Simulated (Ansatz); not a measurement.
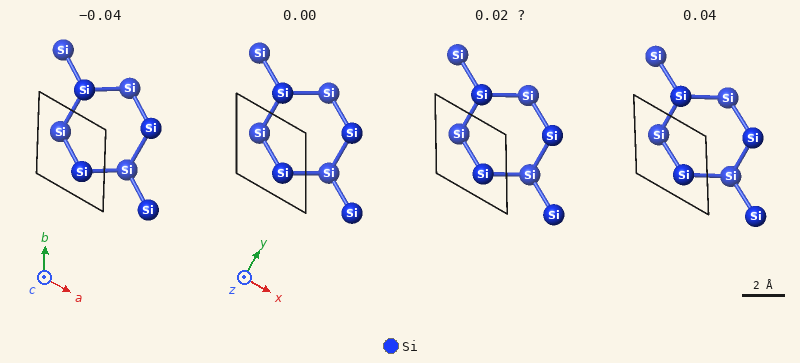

Energy scan for a crystal of Si (P6_3/mmc), in which the cell is strained along x and oppositely along y, with the atoms kept at their fractional coordinates. x, y and z are the Cartesian axes of the input. The picture is a ball-and-stick view of the cell of the calculation, repeated 2 × 2 × 1 with one cell outlined, seen along the c axis.

Theory: DFT PBEsol, scalar-relativistic, plane waves, PAW in Ansatz. Set-up: plane-wave cutoff 420 eV; k-point mesh 12 × 12 × 6; occupations gaussian; smearing width 0.03 eV; no spin polarisation. Energies (free energies at the smearing named) are counted from the cell as listed in its source, which wasn't relaxed.

```
strain  energy change (meV/atom)
−0.040                      34.1
−0.030                      19.3
−0.020                       8.6
−0.010                       2.2
 0.000                       0.0
 0.010                       2.2
 0.020                         ?
 0.030                      19.6
 0.035                      26.7
 0.040                      34.9
```

**Fill in the missing row.**

A straight line between the two neighbours gives 10.9 meV/atom. A cubic through the four nearest rows (0.000, 0.010, 0.030, 0.035) gives, with Lagrange weights, (−0.1429)(0.0) + (0.6000)(2.2) + (1.0000)(19.6) + (−0.4571)(26.7) = 8.7 meV/atom. The calculation gives 8.7 meV/atom, so the cubic is right to the digits shown and the straight line 2.2 meV/atom too high, as the curve bends upwards here.

The whole profile:

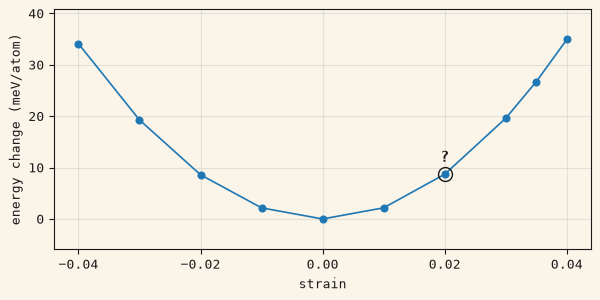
